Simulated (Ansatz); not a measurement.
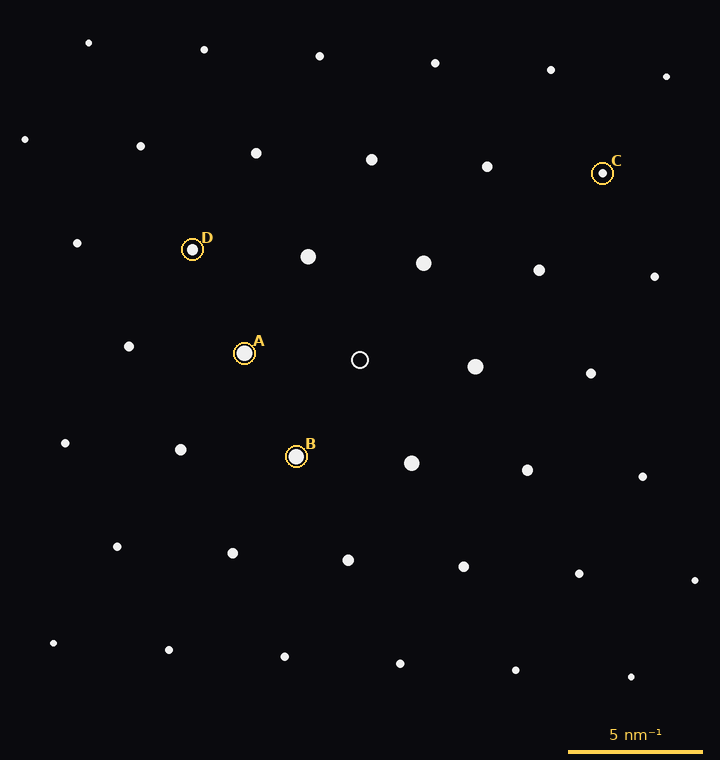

The pattern is a kinematic simulation for 200 kV electrons (no multiple scattering; isotropic B = 0.5 Å²). The zone axis points towards the electron source and the pattern is seen from the source side.

La, space group Fd-3m (No. 227), a = 6.52 Å. Structure: the input geometry of an electronic-structure calculation (not necessarily at equilibrium); the starting structure was generated, so it need not be a known form of this composition.

Spot A is indexed 0 -2 2 and spot B 2 -2 0.

What are the indices of the remaining marked spots?

C = −A − 2B = -4 6 -2 (d = 0.871 Å). D = 2A − B = -2 -2 4 (d = 1.330 Å).

Find the zone axis.

The cross product of A and B is parallel to [111]; every spot obeys hu + kv + lw = 0.

What are the spacings of A and B and the angle between them?

d(A) = 2.304 Å, d(B) = 2.304 Å, and the angle is 60.0°.
